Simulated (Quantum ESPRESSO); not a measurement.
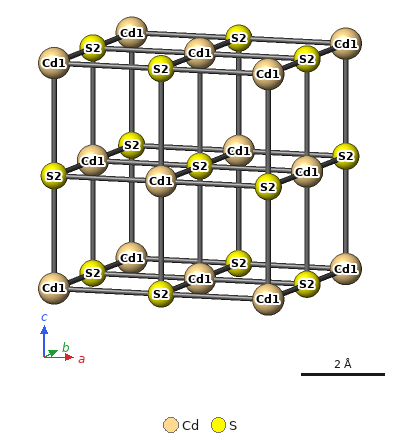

The structure (ball-and-stick view of the cell 4 times as large as that of the calculation, set on its symmetry axes, seen slightly off an axis; atoms are numbered from 1 in the order of the input). Near neighbours in the crystal (not all of them lie inside the picture): Cd has 6 S at 2.75 Å; S has 6 Cd at 2.75 Å.

CdS: band-structure run (part 1 of 2)

The run: band-structure run of CdS (2 atoms in the cell). Method and program: Kohn-Sham DFT of a periodic cell, LDA, GBRV 1.5 LDA, no spin polarisation (Quantum ESPRESSO 7.5).

The structure derives from a Materials Project entry.

**Input**
```
&CONTROL
  calculation = 'scf'
  prefix = 'pwscf'
  outdir = './tmp'
  pseudo_dir = './pseudo'
  tprnfor = .true.
  tstress = .true.
  disk_io = 'low'
/
&SYSTEM
  ibrav = 0
  nat = 2
  ntyp = 2
  ecutwfc = 45
  ecutrho = 360
  nbnd = 15
  occupations = 'smearing'
  smearing = 'fd'
  degauss = 0.00367493
/
&ELECTRONS
  conv_thr = 4d-10
  electron_maxstep = 120
  mixing_beta = 0.5
/
ATOMIC_SPECIES
Cd   112.4140 cd_lda_v1.uspp.F.UPF
S     32.0600 s_lda_v1.4.uspp.F.UPF
CELL_PARAMETERS angstrom
   0.0000000000    2.7532440000    2.7532440000
   2.7532440000    0.0000000000    2.7532440000
   2.7532440000    2.7532440000    0.0000000000
ATOMIC_POSITIONS crystal
Cd     0.0000000000    0.0000000000    0.0000000000
S      0.5000000000    0.5000000000    0.5000000000
K_POINTS automatic
8 8 8 0 0 0
```

**File bands.in**
```
&CONTROL
  calculation = 'bands'
  prefix = 'pwscf'
  outdir = './tmp'
  pseudo_dir = './pseudo'
  disk_io = 'low'
  verbosity = 'high'
/
&SYSTEM
  ibrav = 0
  nat = 2
  ntyp = 2
  ecutwfc = 45
  ecutrho = 360
  nbnd = 15
  occupations = 'smearing'
  smearing = 'fd'
  degauss = 0.00367493
/
&ELECTRONS
  conv_thr = 1d-08
  electron_maxstep = 120
  mixing_beta = 0.5
  diago_full_acc = .true.
  startingwfc = 'random'
/
ATOMIC_SPECIES
Cd   112.4140 cd_lda_v1.uspp.F.UPF
S     32.0600 s_lda_v1.4.uspp.F.UPF
CELL_PARAMETERS angstrom
   0.0000000000    2.7532440000    2.7532440000
   2.7532440000    0.0000000000    2.7532440000
   2.7532440000    2.7532440000    0.0000000000
ATOMIC_POSITIONS crystal
Cd     0.0000000000    0.0000000000    0.0000000000
S      0.5000000000    0.5000000000    0.5000000000
K_POINTS crystal
60
 0.0000000000  0.0000000000  0.0000000000 1
 0.0625000000  0.0000000000  0.0625000000 1
 0.1250000000  0.0000000000  0.1250000000 1
 0.1875000000  0.0000000000  0.1875000000 1
 0.2500000000  0.0000000000  0.2500000000 1
 0.3125000000  0.0000000000  0.3125000000 1
 0.3750000000  0.0000000000  0.3750000000 1
 0.4375000000  0.0000000000  0.4375000000 1
 0.5000000000  0.0000000000  0.5000000000 1
 0.5000000000  0.0625000000  0.5625000000 1
 0.5000000000  0.1250000000  0.6250000000 1
 0.5000000000  0.1875000000  0.6875000000 1
 0.5000000000  0.2500000000  0.7500000000 1
 0.4375000000  0.3125000000  0.7500000000 1
 0.3750000000  0.3750000000  0.7500000000 1
 0.3375000000  0.3375000000  0.6750000000 1
 0.3000000000  0.3000000000  0.6000000000 1
 0.2625000000  0.2625000000  0.5250000000 1
 0.2250000000  0.2250000000  0.4500000000 1
 0.1875000000  0.1875000000  0.3750000000 1
 0.1500000000  0.1500000000  0.3000000000 1
 0.1125000000  0.1125000000  0.2250000000 1
 0.0750000000  0.0750000000  0.1500000000 1
 0.0375000000  0.0375000000  0.0750000000 1
 0.0000000000  0.0000000000  0.0000000000 1
 0.0625000000  0.0625000000  0.0625000000 1
 0.1250000000  0.1250000000  0.1250000000 1
 0.1875000000  0.1875000000  0.1875000000 1
 0.2500000000  0.2500000000  0.2500000000 1
 0.3125000000  0.3125000000  0.3125000000 1
 0.3750000000  0.3750000000  0.3750000000 1
 0.4375000000  0.4375000000  0.4375000000 1
 0.5000000000  0.5000000000  0.5000000000 1
 0.5250000000  0.4500000000  0.5250000000 1
 0.5500000000  0.4000000000  0.5500000000 1
 0.5750000000  0.3500000000  0.5750000000 1
 0.6000000000  0.3000000000  0.6000000000 1
 0.6250000000  0.2500000000  0.6250000000 1
 0.5833333333  0.2500000000  0.6666666667 1
 0.5416666667  0.2500000000  0.7083333333 1
 0.5000000000  0.2500000000  0.7500000000 1
 0.5000000000  0.2857142857  0.7142857143 1
 0.5000000000  0.3214285714  0.6785714286 1
 0.5000000000  0.3571428571  0.6428571429 1
 0.5000000000  0.3928571429  0.6071428571 1
 0.5000000000  0.4285714286  0.5714285714 1
 0.5000000000  0.4642857143  0.5357142857 1
 0.5000000000  0.5000000000  0.5000000000 1
 0.4821428571  0.4821428571  0.5357142857 1
 0.4642857143  0.4642857143  0.5714285714 1
 0.4464285714  0.4464285714  0.6071428571 1
 0.4285714286  0.4285714286  0.6428571429 1
 0.4107142857  0.4107142857  0.6785714286 1
 0.3928571429  0.3928571429  0.7142857143 1
 0.3750000000  0.3750000000  0.7500000000 1
 0.6250000000  0.2500000000  0.6250000000 1
 0.5937500000  0.1875000000  0.5937500000 1
 0.5625000000  0.1250000000  0.5625000000 1
 0.5312500000  0.0625000000  0.5312500000 1
 0.5000000000  0.0000000000  0.5000000000 1
```

Hardware: 2 threads of Intel Xeon (Granite Rapids), 64 GiB of memory available, shared host.

Launched with:
```bash
OMP_NUM_THREADS=1 mpirun -n 2 pw.x -nk 2 -in pw.in > pw.out
OMP_NUM_THREADS=1 mpirun -n 2 pw.x -nk 2 -in bands.in > bands.out
```

**Output**
```
This program is part of the open-source Quantum ESPRESSO suite
     for quantum simulation of materials; please cite
         "P. Giannozzi et al., J. Phys.:Condens. Matter 21 395502 (2009);
         "P. Giannozzi et al., J. Phys.:Condens. Matter 29 465901 (2017);
         "P. Giannozzi et al., J. Chem. Phys. 152 154105 (2020);
          URL
     in publications or presentations arising from this work. More details at

     Message from routine setup:
     using ibrav=0 with symmetry is DISCOURAGED, use correct ibrav instead

     K-points division:     npool     =       2
     Subspace diagonalization in iterative solution of the eigenvalue problem:
     a serial algorithm will be used

     G-vector sticks info
     --------------------
     sticks:   dense  smooth     PW     G-vecs:    dense   smooth      PW
     Sum        1345     673    211                32647    11575    1989

     Using Slab Decomposition

     bravais-lattice index     =            0
     lattice parameter (alat)  =       7.3580  a.u.
     unit-cell volume          =     281.6830 (a.u.)^3
     number of atoms/cell      =            2
     number of atomic types    =            2
     number of electrons       =        18.00
     number of Kohn-Sham states=           15
     kinetic-energy cutoff     =      45.0000  Ry
     charge density cutoff     =     360.0000  Ry
     scf convergence threshold =      4.0E-10
     mixing beta               =       0.5000
     number of iterations used =            8  plain     mixing
     Exchange-correlation=  SLA  PZ   NOGX NOGC
                           (   1   1   0   0   0   0   0)

     celldm(1)=   7.357979  celldm(2)=   0.000000  celldm(3)=   0.000000
     celldm(4)=   0.000000  celldm(5)=   0.000000  celldm(6)=   0.000000

     crystal axes: (cart. coord. in units of alat)
               a(1) = (   0.000000   0.707107   0.707107 )
               a(2) = (   0.707107   0.000000   0.707107 )
               a(3) = (   0.707107   0.707107   0.000000 )

     reciprocal axes: (cart. coord. in units 2 pi/alat)
               b(1) = ( -0.707107  0.707107  0.707107 )
               b(2) = (  0.707107 -0.707107  0.707107 )
               b(3) = (  0.707107  0.707107 -0.707107 )

     PseudoPot. # 1 for Cd read from file:
     cd_lda_v1.uspp.F.UPF
     Pseudo is Ultrasoft + core correction, Zval = 12.0
     Generated by new atomic code, or converted to UPF format
     Using radial grid of  889 points,  6 beta functions with:
                l(1) =   0
                l(2) =   0
                l(3) =   1
                l(4) =   1
                l(5) =   2
                l(6) =   2
     Q(r) pseudized with  6 coefficients,  rinner =    1.000   1.000   1.000
                                                       1.000   1.000

     PseudoPot. # 2 for S  read from file:
     s_lda_v1.4.uspp.F.UPF
     Pseudo is Ultrasoft + core correction, Zval =  6.0
     Generated by new atomic code, or converted to UPF format
     Using radial grid of  907 points,  6 beta functions with:
                l(1) =   0
                l(2) =   0
                l(3) =   1
                l(4) =   1
                l(5) =   2
                l(6) =   2
     Q(r) pseudized with  8 coefficients,  rinner =    1.300   1.300   1.300
                                                       1.300   1.300

     atomic species   valence    mass     pseudopotential
     Cd               12.00   112.41400     Cd( 1.00)
     S                 6.00    32.06000     S ( 1.00)

     48 Sym. Ops., with inversion, found

   Cartesian axes

     site n.     atom                  positions (alat units)
         1        Cd     tau(   1) = (   0.0000000   0.0000000   0.0000000  )
         2        S      tau(   2) = (   0.7071068   0.7071068   0.7071068  )

     number of k points=    29  Fermi-Dirac smearing, width (Ry)=  0.0037
                       cart. coord. in units 2pi/alat
        k(    1) = (   0.0000000   0.0000000   0.0000000), wk =   0.0039062
        k(    2) = (   0.0883883   0.0883883  -0.0883883), wk =   0.0312500
        k(    3) = (   0.1767767   0.1767767  -0.1767767), wk =   0.0312500
        k(    4) = (   0.2651650   0.2651650  -0.2651650), wk =   0.0312500
        k(    5) = (  -0.3535534  -0.3535534   0.3535534), wk =   0.0156250
        k(    6) = (   0.1767767   0.0000000   0.0000000), wk =   0.0234375
        k(    7) = (   0.2651650   0.0883883  -0.0883883), wk =   0.0937500
        k(    8) = (   0.3535534   0.1767767  -0.1767767), wk =   0.0937500
        k(    9) = (  -0.2651650  -0.4419417   0.4419417), wk =   0.0937500
        k(   10) = (  -0.1767767  -0.3535534   0.3535534), wk =   0.0937500
        k(   11) = (  -0.0883883  -0.2651650   0.2651650), wk =   0.0937500
        k(   12) = (   0.0000000  -0.1767767   0.1767767), wk =   0.0468750
        k(   13) = (   0.3535534   0.0000000   0.0000000), wk =   0.0234375
        k(   14) = (   0.4419417   0.0883883  -0.0883883), wk =   0.0937500
        k(   15) = (  -0.1767767  -0.5303301   0.5303301), wk =   0.0937500
        k(   16) = (  -0.0883883  -0.4419417   0.4419417), wk =   0.0937500
        k(   17) = (   0.0000000  -0.3535534   0.3535534), wk =   0.0468750
        k(   18) = (   0.5303301  -0.0000000   0.0000000), wk =   0.0234375
        k(   19) = (  -0.0883883  -0.6187184   0.6187184), wk =   0.0937500
        k(   20) = (   0.0000000  -0.5303301   0.5303301), wk =   0.0468750
        k(   21) = (  -0.7071068   0.0000000   0.0000000), wk =   0.0117188
        k(   22) = (   0.3535534   0.1767767   0.0000000), wk =   0.0937500
        k(   23) = (  -0.2651650  -0.4419417   0.6187184), wk =   0.1875000
        k(   24) = (  -0.1767767  -0.3535534   0.5303301), wk =   0.0937500
        k(   25) = (  -0.1767767  -0.5303301   0.7071068), wk =   0.0937500
        k(   26) = (  -0.0883883  -0.4419417   0.6187184), wk =   0.1875000
        k(   27) = (   0.0000000  -0.3535534   0.5303301), wk =   0.0937500
        k(   28) = (  -0.7071068   0.1767767  -0.0000000), wk =   0.0468750
        k(   29) = (  -0.7071068   0.3535534   0.0000000), wk =   0.0234375

     Dense  grid:    32647 G-vectors     FFT dimensions: (  45,  45,  45)

     Smooth grid:    11575 G-vectors     FFT dimensions: (  32,  32,  32)

     Initial potential from superposition of free atoms

     starting charge      17.4999, renormalised to      18.0000

     negative rho (up, down):  1.918E-02 0.000E+00
     Starting wfcs are   13 randomized atomic wfcs +    2 random wfcs

     Self-consistent Calculation

     iteration #  1     ecut=    45.00 Ry     beta= 0.50
     Davidson diagonalization with overlap
     ethr =  1.00E-02,  avg # of iterations =  6.1

     Threshold (ethr) on eigenvalues was too large:
     Diagonalizing with lowered threshold

     Davidson diagonalization with overlap
     ethr =  6.26E-04,  avg # of iterations =  2.1

     negative rho (up, down):  1.857E-02 0.000E+00

     total energy              =    -138.64720222 Ry
     estimated scf accuracy    <       0.11290331 Ry

     iteration #  2     ecut=    45.00 Ry     beta= 0.50
     Davidson diagonalization with overlap
     ethr =  6.27E-04,  avg # of iterations =  2.2

     negative rho (up, down):  1.880E-02 0.000E+00

     total energy              =    -138.67999861 Ry
     estimated scf accuracy    <       0.01321586 Ry

     iteration #  3     ecut=    45.00 Ry     beta= 0.50
     Davidson diagonalization with overlap
     ethr =  7.34E-05,  avg # of iterations =  3.7

     negative rho (up, down):  1.891E-02 0.000E+00

     total energy              =    -138.68175086 Ry
     estimated scf accuracy    <       0.00101250 Ry

     iteration #  4     ecut=    45.00 Ry     beta= 0.50
     Davidson diagonalization with overlap
     ethr =  5.62E-06,  avg # of iterations =  6.5

     negative rho (up, down):  1.891E-02 0.000E+00

     total energy              =    -138.68188121 Ry
     estimated scf accuracy    <       0.00006092 Ry
```
